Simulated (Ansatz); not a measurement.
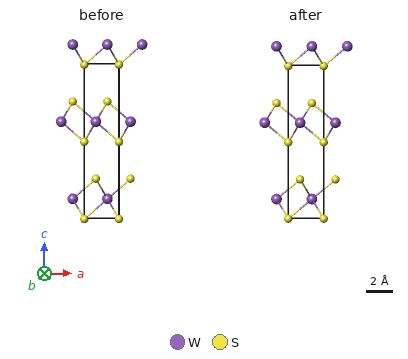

The structure of solid WS$_{2}$ (built on the SnS2-186 type type) before (left) and after (right) a relaxation, at one scale.

Style: ball-and-stick. Shown: the cell of the calculation, along the b axis.

Computed with Ansatz 0.2.0, DFT, r2SCAN+rVV10, plane waves, PAW.

Input file:
```yaml
crystal:
  lattice:
    - [3.1513172778, -2.7e-09, 0.0]
    - [-1.5756586366, 2.7291208193, 0.0]
    - [0.0, 0.0, 12.1505686734]
  atoms:
    - { symbol: W, position: [0.3333333333, 0.6666666667, 0.6249617638] }
    - { symbol: W, position: [0.6666666667, 0.3333333333, 0.1249617638] }
    - { symbol: S, position: [0.6666666667, 0.3333333333, 0.7555379979] }
    - { symbol: S, position: [0.3333333333, 0.6666666667, 0.2555379979] }
    - { symbol: S, position: [0.0, 0.0, -0.0054977616] }
    - { symbol: S, position: [0.0, 0.0, 0.4945022384] }
kpoints:
  mp_grid: { grid: [12, 12, 2] }
hamiltonian:
  xc: r2scan
  dispersion: rvv10
scf:
  occupations: { method: fermi_dirac, width: 0.03 }
relax:
  f_tol: 0.01
  cell: {}
  max_steps: 120
output:
  write_density: true
  write_potential: true
  elf: true
  volumetric_format: npy
```

Launched with:
```bash
ansatz run input.yaml --threads 2 --pin off --max-ram 2211MiB --backend cpu --events-out ev --progress --plain --runs-dir out
```

**Summarise the run.**

The largest moves relative to the cell, 0.023 Å, are those of S3 and S4. S4 goes along −c. By element the largest moves are S 0.023 Å, W 0.001 Å. Cell: a = b 3.151 → 3.218 Å (+2.1 %), c 12.151 → 12.020 Å (−1.1 %). Volume +3.2 %. Some distances before and after: W1–W1 3.151 → 3.218 Å. The space group stays P6_3mc (No. 186). After 4 accepted moves (5 points after the start) the energy has fallen by 7.3 meV per atom. Largest force component: 0.03 eV/Å at the start, 0.007 eV/Å at the end. The pressure goes from 2.32 to −0.02 GPa. At 1 point the geometry stayed and the basis and grid were re-selected for the new cell (energy shift of 0.2 meV per atom at most each time).
